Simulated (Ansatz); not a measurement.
## Geometry relaxation, with input and output: Al$_{4}$Ga$_{13}$N$_{15}$ (charge −1) (part 3 of 3)

Al$_{4}$Ga$_{13}$N$_{15}$ (defect cell, 32 atoms in the cell, total charge −1); DFT PBEsol, scalar-relativistic, plane waves, PAW, spin-polarised (Ansatz 0.2.0); cutoff 420 eV, 2×2×2 k-mesh, Gaussian smearing of 0.01 eV, collinear spins. The structure derives from a Materials Project entry. It belongs to a series of runs on one base structure; here: Ga on a N site (e), charge -1, atoms relaxed at the host's cell.

## Output, continued
```
--- Relaxed structure (4 steps of the walk, 4 accepted, 0 SCFs on fresh bases) ---
  F+E_penalty+E_count = -56443.49781633 eV   max|allowed force component| = 1.216e-2 eV/Å
  atoms:
    - { symbol: Al, position: [-0.006358689874964928, -0.006358689874964928, -0.007273122367052064] }
    - { symbol: Al, position: [0.5, 0.5, 0.03738859129319271] }
    - { symbol: Al, position: [0.5000000000000001, 0.006358689874964938, 0.49908556750791294] }
    - { symbol: Al, position: [0.006358689874964938, 0.5000000000000001, 0.49908556750791294] }
    - { symbol: Ga, position: [0.21363040633059663, 0.21363040633059663, 0.468098483884129] }
    - { symbol: Ga, position: [0.7514326655215041, 0.7514326655215041, 0.5092258883217708] }
    - { symbol: Ga, position: [0.7530721901299305, 0.25952550866369395, 0.0017584299981683038] }
    - { symbol: Ga, position: [0.25952550866369395, 0.7530721901299305, 0.0017584299981683038] }
    - { symbol: Ga, position: [0.24856733447849594, 0.5, 0.2577932228002667] }
    - { symbol: Ga, position: [0.740474491336306, -0.0064533185337634635, 0.24223292133447433] }
    - { symbol: Ga, position: [0.7863695936694033, 0.5, 0.7544680775535324] }
    - { symbol: Ga, position: [0.2469278098700695, 0.006453318533763436, 0.7486862398682378] }
    - { symbol: Ga, position: [0.5, 0.24856733447849597, 0.2577932228002667] }
    - { symbol: Ga, position: [-0.0064533185337634635, 0.740474491336306, 0.24223292133447433] }
    - { symbol: Ga, position: [0.006453318533763436, 0.2469278098700695, 0.7486862398682378] }
    - { symbol: Ga, position: [0.5, 0.7863695936694033, 0.7544680775535324] }
    - { symbol: Ga, position: [0.5, 0.5, 0.7432555486238402] }
    - { symbol: N, position: [-0.0005862303090872767, -0.0005862303090872767, 0.755024625126093] }
    - { symbol: N, position: [0.0005862303090873322, 0.5, 0.25561085543518025] }
    - { symbol: N, position: [0.5, 0.0005862303090873322, 0.25561085543518025] }
    - { symbol: N, position: [0.5, 0.7628809722726343, 0.49248436810180074] }
    - { symbol: N, position: [-0.01921507516235088, 0.24466122182425362, 0.48998957317784175] }
    - { symbol: N, position: [0.019215075162350825, 0.7638762969866045, 0.009204648340192578] }
    - { symbol: N, position: [0.5, 0.25018492348033433, 0.007192333908934215] }
    - { symbol: N, position: [0.7628809722726343, 0.5, 0.49248436810180074] }
    - { symbol: N, position: [0.24466122182425362, -0.01921507516235088, 0.48998957317784175] }
    - { symbol: N, position: [0.25018492348033433, 0.5, 0.007192333908934215] }
    - { symbol: N, position: [0.7638762969866045, 0.019215075162350825, 0.009204648340192578] }
    - { symbol: N, position: [0.23711902772736568, 0.23711902772736568, 0.2296033958291664] }
    - { symbol: N, position: [0.7498150765196657, 0.7498150765196657, 0.2570074104285999] }
    - { symbol: N, position: [0.7553387781757464, 0.23612370301339547, 0.7453283513535883] }
    - { symbol: N, position: [0.23612370301339547, 0.7553387781757464, 0.7453283513535883] }
--- Löwdin populations: 32 sites ---
  site symbol       q [e]    m [muB]
     0     Al      1.9074     0.0022
     1     Al      2.0273     0.1474
     2     Al      1.9074     0.0022
     3     Al      1.9074     0.0022
     4     Ga     12.5219     0.0206
     5     Ga     12.2890     0.0044
     6     Ga     12.2836    -0.0012
     7     Ga     12.2836    -0.0012
     8     Ga     12.2890     0.0044
     9     Ga     12.2836    -0.0012
    10     Ga     12.5219     0.0206
    11     Ga     12.2836    -0.0012
    12     Ga     12.2890     0.0044
    13     Ga     12.2836    -0.0012
    14     Ga     12.2836    -0.0012
    15     Ga     12.5219     0.0206
    16     Ga     13.5503     0.4385
    17      N      5.8037     0.0089
    18      N      5.8037     0.0089
    19      N      5.8037     0.0089
    20      N      5.7788     0.0500
    21      N      5.7906     0.0011
    22      N      5.7906     0.0011
    23      N      5.7857     0.0466
    24      N      5.7788     0.0500
    25      N      5.7906     0.0011
    26      N      5.7857     0.0466
    27      N      5.7906     0.0011
    28      N      5.7788     0.0500
    29      N      5.7857     0.0466
    30      N      5.7906     0.0011
    31      N      5.7906     0.0011
  spilling = 0.002794 (of n_electrons = 257.000000)
```

## File populations.tsv
```
# site	symbol	l	j	q_up	q_dn
# orbitals = lowdin
# n_electrons = 257.000000
# spilling = 0.002794
0	Al	0_3S	-	0.288033	0.287687
0	Al	1_3P	-	0.666804	0.664920
1	Al	0_3S	-	0.307017	0.279558
1	Al	1_3P	-	0.780352	0.660380
2	Al	0_3S	-	0.288033	0.287687
2	Al	1_3P	-	0.666804	0.664920
3	Al	0_3S	-	0.288033	0.287687
3	Al	1_3P	-	0.666804	0.664920
4	Ga	0_4S	-	0.435899	0.435680
4	Ga	1_4P	-	0.848244	0.829421
4	Ga	2_3D	-	4.987092	4.985553
5	Ga	0_4S	-	0.413763	0.411880
5	Ga	1_4P	-	0.744907	0.742782
5	Ga	2_3D	-	4.988044	4.987637
6	Ga	0_4S	-	0.409702	0.410202
6	Ga	1_4P	-	0.743624	0.744387
6	Ga	2_3D	-	4.987879	4.987808
7	Ga	0_4S	-	0.409702	0.410202
7	Ga	1_4P	-	0.743624	0.744387
7	Ga	2_3D	-	4.987879	4.987808
8	Ga	0_4S	-	0.413763	0.411880
8	Ga	1_4P	-	0.744907	0.742782
8	Ga	2_3D	-	4.988044	4.987637
9	Ga	0_4S	-	0.409702	0.410202
9	Ga	1_4P	-	0.743624	0.744387
9	Ga	2_3D	-	4.987879	4.987808
10	Ga	0_4S	-	0.435899	0.435680
10	Ga	1_4P	-	0.848244	0.829421
10	Ga	2_3D	-	4.987092	4.985553
11	Ga	0_4S	-	0.409702	0.410202
11	Ga	1_4P	-	0.743624	0.744387
11	Ga	2_3D	-	4.987879	4.987808
12	Ga	0_4S	-	0.413763	0.411880
12	Ga	1_4P	-	0.744907	0.742782
12	Ga	2_3D	-	4.988044	4.987637
13	Ga	0_4S	-	0.409702	0.410202
13	Ga	1_4P	-	0.743624	0.744387
13	Ga	2_3D	-	4.987879	4.987808
14	Ga	0_4S	-	0.409702	0.410202
14	Ga	1_4P	-	0.743624	0.744387
14	Ga	2_3D	-	4.987879	4.987808
15	Ga	0_4S	-	0.435899	0.435680
15	Ga	1_4P	-	0.848244	0.829421
15	Ga	2_3D	-	4.987092	4.985553
16	Ga	0_4S	-	0.509012	0.504723
16	Ga	1_4P	-	1.509975	1.075266
16	Ga	2_3D	-	4.975422	4.975935
17	N	0_2S	-	0.695603	0.695395
17	N	1_2P	-	2.210656	2.202007
18	N	0_2S	-	0.695603	0.695395
18	N	1_2P	-	2.210656	2.202007
19	N	0_2S	-	0.695603	0.695395
19	N	1_2P	-	2.210656	2.202007
20	N	0_2S	-	0.709174	0.702725
20	N	1_2P	-	2.205224	2.161643
21	N	0_2S	-	0.703343	0.703959
21	N	1_2P	-	2.192469	2.190793
22	N	0_2S	-	0.703343	0.703959
22	N	1_2P	-	2.192469	2.190793
23	N	0_2S	-	0.709463	0.700693
23	N	1_2P	-	2.206653	2.168861
24	N	0_2S	-	0.709174	0.702725
24	N	1_2P	-	2.205224	2.161643
25	N	0_2S	-	0.703343	0.703959
25	N	1_2P	-	2.192469	2.190793
26	N	0_2S	-	0.709463	0.700693
26	N	1_2P	-	2.206653	2.168861
27	N	0_2S	-	0.703343	0.703959
27	N	1_2P	-	2.192469	2.190793
28	N	0_2S	-	0.709174	0.702725
28	N	1_2P	-	2.205224	2.161643
29	N	0_2S	-	0.709463	0.700693
29	N	1_2P	-	2.206653	2.168861
30	N	0_2S	-	0.703343	0.703959
30	N	1_2P	-	2.192469	2.190793
31	N	0_2S	-	0.703343	0.703959
31	N	1_2P	-	2.192469	2.190793
```

## Trajectory as extended XYZ (Å, eV, eV/Å), 4 frames, from step=1 to step=4
```
32
Lattice="-4.4676 4.4676 4.4676 4.4676 -4.4676 4.4676 4.4676 4.4676 -4.4676" Properties=species:S:1:pos:R:3:forces:R:3 step=1 energy=-56443.32904
Al   -0.0270   -0.0270   -0.0188    0.0328   0.0328   0.0335
Al    0.1886    0.1886    4.2790   -0.7769  -0.7769   0.7769
Al    0.0188    4.4407    0.0270   -0.0335   0.0328  -0.0328
Al    4.4407    0.0188    0.0270    0.0328  -0.0335  -0.0328
Ga    2.0793    2.0793   -0.2243    0.3949   0.3949   0.6917
Ga    2.2726    2.2726    4.4489   -0.0327  -0.0327  -0.1233
Ga   -2.2012    2.2217    4.5195    0.0746  -0.1188  -0.0307
Ga    2.2217   -2.2012    4.5195   -0.1188   0.0746  -0.0307
Ga    2.2726    0.0188    2.1950   -0.0327   0.1233   0.0327
Ga   -2.2459    4.4157    2.2012   -0.1188   0.0307  -0.0746
Ga    2.0793    4.6919    2.3883    0.3949  -0.6917  -0.3949
Ga    2.2665    4.4157   -2.2217    0.0746   0.0307   0.1188
Ga    0.0188    2.2726    2.1950    0.1233  -0.0327   0.0327
Ga    4.4157   -2.2459    2.2012    0.0307  -0.1188  -0.0746
Ga    4.4157    2.2665   -2.2217    0.0307   0.0746   0.1188
Ga    4.6919    2.0793    2.3883   -0.6917   0.3949  -0.3949
Ga    3.2849    3.2849    1.1827    0.3710   0.3710  -0.3710
N     3.3739    3.3739   -3.3785    0.0194   0.0194  -0.0379
N     3.3739   -1.0891    1.0938    0.0194   0.0379  -0.0194
N    -1.0891    3.3739    1.0938    0.0379   0.0194  -0.0194
N     3.3702    1.0461    3.4215    0.1431  -0.4396   0.4396
N     3.3738    1.0139   -1.1806    0.0248  -0.2416  -0.2250
N     3.3738   -3.2870    3.4537    0.0248   0.2250   0.2416
N    -1.0945    1.1276    3.3400    0.0126   0.4377  -0.4377
N     1.0461    3.3702    3.4215   -0.4396   0.1431   0.4396
N     1.0139    3.3738   -1.1806   -0.2416   0.0248  -0.2250
N     1.1276   -1.0945    3.3400    0.4377   0.0126  -0.4377
N    -3.2870    3.3738    3.4537    0.2250   0.0248   0.2416
N     1.0461    1.0461    1.0974   -0.4396  -0.4396  -0.1431
N     1.1276    1.1276    5.5621    0.4377   0.4377  -0.0126
N     1.0139    5.6482    1.0939   -0.2416   0.2250  -0.0248
N     5.6482    1.0139    1.0939    0.2250  -0.2416  -0.0248
32
Lattice="-4.4676 4.4676 4.4676 4.4676 -4.4676 4.4676 4.4676 4.4676 -4.4676" Properties=species:S:1:pos:R:3:forces:R:3 step=2 energy=-56443.48146
Al   -0.0360   -0.0360   -0.0297    0.0811   0.0811   0.0757
Al    0.1671    0.1671    4.3005   -0.1865  -0.1865   0.1865
Al    0.0297    4.4316    0.0360   -0.0757   0.0811  -0.0811
Al    4.4316    0.0297    0.0360    0.0811  -0.0757  -0.0811
Ga    2.0925    2.0925   -0.1964   -0.0104  -0.0104   0.1724
Ga    2.2774    2.2774    4.4357   -0.0948  -0.0948   0.0166
Ga   -2.1958    2.2130    4.5192    0.0013  -0.0301  -0.0615
Ga    2.2130   -2.1958    4.5192   -0.0301   0.0013  -0.0615
Ga    2.2774    0.0320    2.1903   -0.0948  -0.0166   0.0948
Ga   -2.2547    4.4160    2.1958   -0.0301   0.0615  -0.0013
Ga    2.0925    4.6640    2.3752   -0.0104  -0.1724   0.0104
Ga    2.2718    4.4160   -2.2130    0.0013   0.0615   0.0301
Ga    0.0320    2.2774    2.1903   -0.0166  -0.0948   0.0948
Ga    4.4160   -2.2547    2.1958    0.0615  -0.0301  -0.0013
Ga    4.4160    2.2718   -2.2130    0.0615   0.0013   0.0301
Ga    4.6640    2.0925    2.3752   -0.1724  -0.0104   0.0104
Ga    3.3056    3.3056    1.1620    0.1339   0.1339  -0.1339
N     3.3722    3.3722   -3.3778    0.0152   0.0152  -0.0445
N     3.3722   -1.0898    1.0955    0.0152   0.0445  -0.0152
N    -1.0898    3.3722    1.0955    0.0445   0.0152  -0.0152
N     3.3788    1.0291    3.4385    0.0538  -0.0885   0.0885
N     3.3654    1.0123   -1.1834    0.0431  -0.0786  -0.0577
N     3.3654   -3.2842    3.4553    0.0431   0.0577   0.0786
N    -1.0808    1.1392    3.3284   -0.0729   0.1885  -0.1885
N     1.0291    3.3788    3.4385   -0.0885   0.0538   0.0885
N     1.0123    3.3654   -1.1834   -0.0786   0.0431  -0.0577
N     1.1392   -1.0808    3.3284    0.1885  -0.0729  -0.1885
N    -3.2842    3.3654    3.4553    0.0577   0.0431   0.0786
N     1.0291    1.0291    1.0888   -0.0885  -0.0885  -0.0538
N     1.1392    1.1392    5.5484    0.1885   0.1885   0.0729
N     1.0123    5.6511    1.1023   -0.0786   0.0577  -0.0431
N     5.6511    1.0123    1.1023    0.0577  -0.0786  -0.0431
32
Lattice="-4.4676 4.4676 4.4676 4.4676 -4.4676 4.4676 4.4676 4.4676 -4.4676" Properties=species:S:1:pos:R:3:forces:R:3 step=3 energy=-56443.49604
Al   -0.0340   -0.0340   -0.0275    0.0207   0.0207   0.0312
Al    0.1635    0.1635    4.3041   -0.0165  -0.0165   0.0165
Al    0.0275    4.4336    0.0340   -0.0312   0.0207  -0.0207
Al    4.4336    0.0275    0.0340    0.0207  -0.0312  -0.0207
Ga    2.0923    2.0923   -0.1864   -0.0371  -0.0371   0.0337
Ga    2.2751    2.2751    4.4359   -0.0266  -0.0266   0.0445
Ga   -2.1958    2.2128    4.5165   -0.0050  -0.0025  -0.0066
Ga    2.2128   -2.1958    4.5165   -0.0025  -0.0050  -0.0066
Ga    2.2751    0.0317    2.1925   -0.0266  -0.0445   0.0266
Ga   -2.2548    4.4188    2.1958   -0.0025   0.0066   0.0050
Ga    2.0923    4.6540    2.3753   -0.0371  -0.0337   0.0371
Ga    2.2719    4.4188   -2.2128   -0.0050   0.0066   0.0025
Ga    0.0317    2.2751    2.1925   -0.0445  -0.0266   0.0266
Ga    4.4188   -2.2548    2.1958    0.0066  -0.0025   0.0050
Ga    4.4188    2.2719   -2.2128    0.0066  -0.0050   0.0025
Ga    4.6540    2.0923    2.3753   -0.0337  -0.0371   0.0371
Ga    3.3145    3.3145    1.1531    0.0306   0.0306  -0.0306
N     3.3724    3.3724   -3.3791    0.0073   0.0073  -0.0172
N     3.3724   -1.0885    1.0952    0.0073   0.0172  -0.0073
N    -1.0885    3.3724    1.0952    0.0172   0.0073  -0.0073
N     3.3757    1.0251    3.4426    0.0297   0.0097  -0.0097
N     3.3669    1.0113   -1.1835    0.0211  -0.0139  -0.0023
N     3.3669   -3.2841    3.4563    0.0211   0.0023   0.0139
N    -1.0819    1.1452    3.3225   -0.0209   0.0520  -0.0520
N     1.0251    3.3757    3.4426    0.0097   0.0297  -0.0097
N     1.0113    3.3669   -1.1835   -0.0139   0.0211  -0.0023
N     1.1452   -1.0819    3.3225    0.0520  -0.0209  -0.0520
N    -3.2841    3.3669    3.4563    0.0023   0.0211   0.0139
N     1.0251    1.0251    1.0919    0.0097   0.0097  -0.0297
N     1.1452    1.1452    5.5496    0.0520   0.0520   0.0209
N     1.0113    5.6512    1.1008   -0.0139   0.0023  -0.0211
N     5.6512    1.0113    1.1008    0.0023  -0.0139  -0.0211
32
Lattice="-4.4676 4.4676 4.4676 4.4676 -4.4676 4.4676 4.4676 4.4676 -4.4676" Properties=species:S:1:pos:R:3:forces:R:3 step=4 energy=-56443.49782
Al   -0.0325   -0.0325   -0.0243   -0.0009  -0.0009   0.0005
Al    0.1670    0.1670    4.3006   -0.0006  -0.0006   0.0006
Al    0.0243    4.4351    0.0325   -0.0005  -0.0009   0.0009
Al    4.4351    0.0243    0.0325   -0.0009  -0.0005   0.0009
Ga    2.0913    2.0913   -0.1824   -0.0028  -0.0028   0.0059
Ga    2.2750    2.2750    4.4392   -0.0020  -0.0020   0.0037
Ga   -2.1971    2.2128    4.5161   -0.0075  -0.0045   0.0073
Ga    2.2128   -2.1971    4.5161   -0.0045  -0.0075   0.0073
Ga    2.2750    0.0284    2.1926   -0.0020  -0.0037   0.0020
Ga   -2.2548    4.4192    2.1971   -0.0045  -0.0073   0.0075
Ga    2.0913    4.6501    2.3763   -0.0028  -0.0059   0.0028
Ga    2.2705    4.4192   -2.2128   -0.0075  -0.0073   0.0045
Ga    0.0284    2.2750    2.1926   -0.0037  -0.0020   0.0020
Ga    4.4192   -2.2548    2.1971   -0.0073  -0.0045   0.0075
Ga    4.4192    2.2705   -2.2128   -0.0073  -0.0075   0.0045
Ga    4.6501    2.0913    2.3763   -0.0059  -0.0028   0.0028
Ga    3.3206    3.3206    1.1470    0.0000   0.0000   0.0000
N     3.3732    3.3732   -3.3784    0.0056   0.0056   0.0025
N     3.3732   -1.0892    1.0945    0.0056  -0.0025  -0.0056
N    -1.0892    3.3732    1.0945   -0.0025   0.0056  -0.0056
N     3.3747    1.0258    3.4418   -0.0057   0.0122  -0.0122
N     3.3680    1.0102   -1.1819    0.0023  -0.0001  -0.0042
N     3.3680   -3.2857    3.4574    0.0023   0.0042   0.0001
N    -1.0839    1.1482    3.3194    0.0078   0.0064  -0.0064
N     1.0258    3.3747    3.4418    0.0122  -0.0057  -0.0122
N     1.0102    3.3680   -1.1819   -0.0001   0.0023  -0.0042
N     1.1482   -1.0839    3.3194    0.0064   0.0078  -0.0064
N    -3.2857    3.3680    3.4574    0.0042   0.0023   0.0001
N     1.0258    1.0258    1.0929    0.0122   0.0122   0.0057
N     1.1482    1.1482    5.5516    0.0064   0.0064  -0.0078
N     1.0102    5.6495    1.0996   -0.0001   0.0042  -0.0023
N     5.6495    1.0102    1.0996    0.0042  -0.0001  -0.0023
```

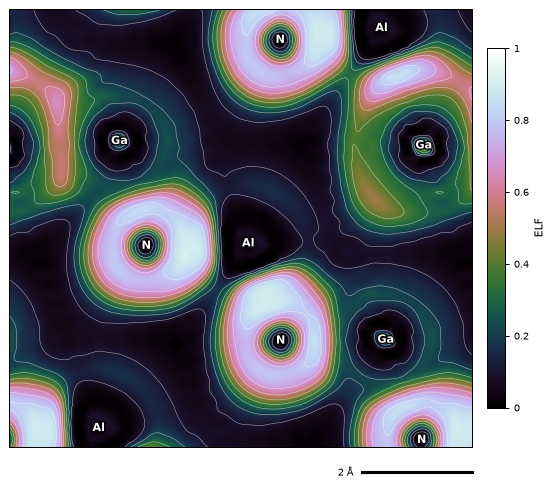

*Electron localisation function on the (010) plane of the calculation cell.*

Atoms in the plane: Al, Ga and N. Al–N (1.87 Å): the ELF is about 0.90 at the midpoint. Ga–N (1.91 Å): the ELF is about 0.50 at the midpoint. Ga–N (1.94 Å): the ELF is about 0.45 at the midpoint. In a PAW calculation such maps are meaningful between the atoms, not at the nuclei.

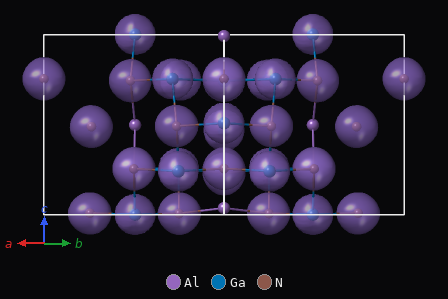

*Isosurface of the valence electron density at 1 e/Å³ (purple), seen along [110]. Sticks mark near contacts. The outline is the calculation cell.*

At this value the density breaks into separate islands; it holds about 65 % of the electrons treated as valence (semicore included). It is pinched off along the Al–N (1.87 Å), Ga–N (1.91 Å), Ga–Ga (2.19 Å) and Ga–N (1.95 Å) contacts. On the grid the lowest density along these lines, outside the cores, is 0.59 e/Å³ (Al–N, 1.87 Å), 0.77 e/Å³ (Ga–N, 1.91 Å), 0.64 e/Å³ (Ga–Ga, 2.19 Å) and 0.72 e/Å³ (Ga–N, 1.95 Å).

## Key numbers

```json
{"quantity": "outcome", "value": "converged"}
{"quantity": "electrons treated", "value": "257"}
{"quantity": "free energy", "value": "−56443.4978 eV"}
{"quantity": "Fermi energy", "value": "11.306 eV"}
{"quantity": "gap on the k-point mesh", "value": "0.25 eV"}
{"quantity": "net moment of the cell", "value": "1.00 μB"}
{"quantity": "integrated absolute moment", "value": "1.06 μB"}
{"quantity": "final volume", "value": "356.69 Å³"}
{"quantity": "largest force (length of the vector) at the end", "value": "0.018 eV/Å"}
{"quantity": "wall time", "value": "71 s (CPU time 4.6 min)"}
{"quantity": "peak memory", "value": "1.4 GiB"}
```

## Remarks

The cell is charged and computed with a neutralising background, so its energy and pressure depend on the cell and aren't those of a real crystal. So coarse a mesh can miss the band edges, so the true gap of this method can be much smaller, or zero. The k-point mesh is coarse for a cell of this size, so the results may not be converged.
